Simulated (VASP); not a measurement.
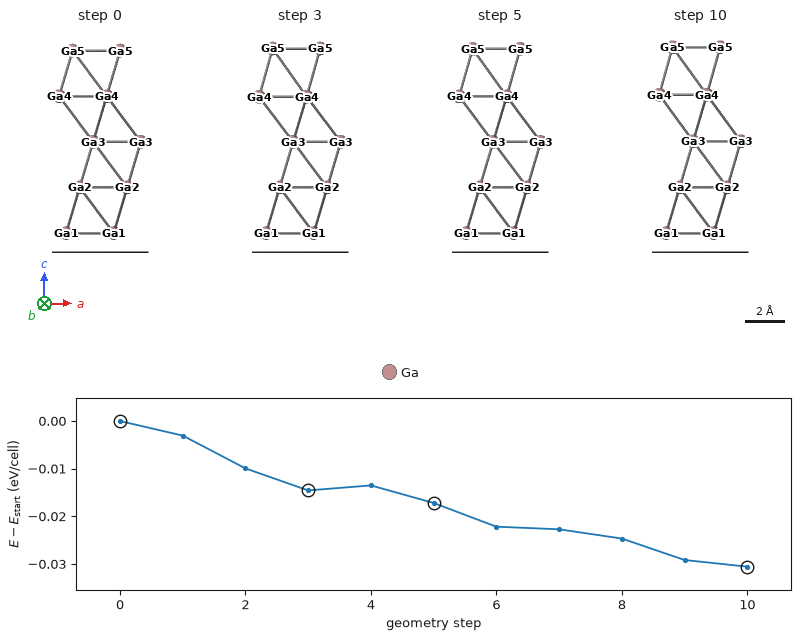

Frames of a relaxation of a slab of composition Ga, marked on the history of the run. Style: ball-and-stick. Shown: the 2 × 3 repeat of the cell, outlined in the plane, without the vacuum, along the b axis.

The run lets the atoms move in a fixed cell. 2 atoms are held fixed.

The calculation used Kohn-Sham DFT of a periodic cell, PBE with dDsC, VASP PAW PBE potentials, recommended (VASP 6.6.1).

Input
```
SYSTEM = Ga
PREC     = Accurate       ! precision mode
ENCUT    = 520            ! plane-wave cutoff, eV
EDIFF    = 1E-6           ! SCF threshold, eV
ISMEAR   = 0              ! smearing method
SIGMA    = 0.05           ! smearing width, eV
LREAL    = .False.        ! projectors in reciprocal space
LASPH    = .True.         ! aspherical terms in the spheres
NELM     = 60             ! most SCF steps
ALGO     = Normal         ! electronic algorithm
ISIF     = 2              ! what is computed and relaxed
LWAVE    = .False.        ! write WAVECAR
LCHARG   = .False.        ! write CHGCAR
LDIPOL   = .True.       
IDIPOL   = 3            
DIPOL    = 0.5 0.5 0.500
GGA      = PE             ! functional
IVDW     = 4              ! dispersion correction
IBRION   = 2              ! ionic algorithm
NSW      = 40             ! ionic steps
EDIFFG   = -0.01          ! ionic threshold
```

Command:
```bash
cat potpaw_PBE.64/Ga_d/POTCAR > POTCAR
mpirun -np 1 vasp_std > vasp.out
```

### Describe the path.

Ga5 moves most: 0.17 Å along the normal (+c). The lattice vectors keep their values. Near-neighbour distances that change, for instance: Ga4–Ga5 2.985 → 3.073 Å, Ga4–Ga5 (another image) 2.808 → 2.878 Å, Ga3–Ga4 2.808 → 2.856 Å, Ga3–Ga4 (another image) 2.985 → 3.019 Å. The energy falls by 30.5 meV per cell of the calculation in 10 geometry steps. Largest force component: 0.22 eV/Å at the start, 0.15 eV/Å at the end. From step 0 to 3: Ga5 moves most (0.11 Å), energy −14.6 meV per cell of the calculation. From step 3 to 5: Ga4 moves most (0.02 Å), energy −2.6 meV per cell of the calculation. From step 5 to 10: Ga atoms move most (0.09 Å), energy −13.4 meV per cell of the calculation.

```tsv
step	E − E(0), meV/atom	largest force component, eV/Å
0	0.00	0.2179
1	-0.61	0.2168
2	-1.99	0.2125
3	-2.91	0.2210
4	-2.70	0.2101
5	-3.44	0.1999
6	-4.43	0.1792
7	-4.54	0.1746
8	-4.93	0.1709
9	-5.83	0.1580
10	-6.11	0.1529
```
